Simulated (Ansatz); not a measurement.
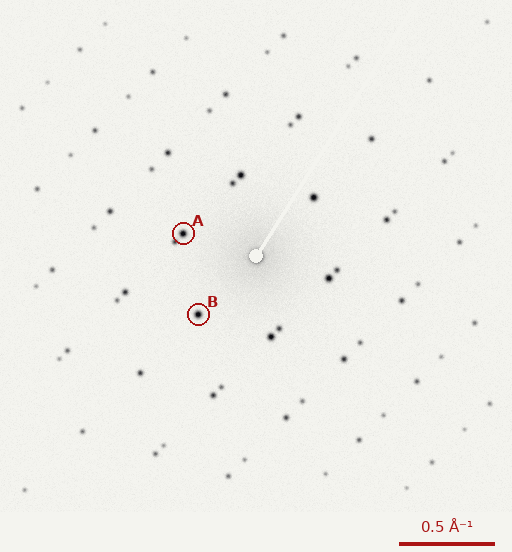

Kinematic zone-axis pattern, calculated for 200 keV electrons with B = 0.5 Å². Two individuals of a reflection twin are superposed (a geometric construction: whether this twin forms is not tested; the second individual is smaller and so fainter). Crystal: Ta, space group Fddd (No. 70), a = 2.887 Å, b = 5.204 Å, c = 9.947 Å, zone axis [100]. Structure: the end point of a relaxation with Ansatz, DFT, PBE, plane waves (420 eV) with PAW, scalar-relativistic; the starting structure was generated, so it need not be a known form of this composition.

In the first individual spot A is 0 0 -4 and spot B is 0 2 -2.

> Find the twin plane.

(01-1). The spot positions of the combined pattern are mirror-symmetric about the row through 0 2 -2 (d = 2.306 Å), which both individuals share, while a single individual has only symmetry 2mm without that mirror line. Friedel's law adds a mirror line at right angles, along which no low-index reflection lies.

> Which other reflections coincide?

Within the frame only the reflections of the common row coincide.
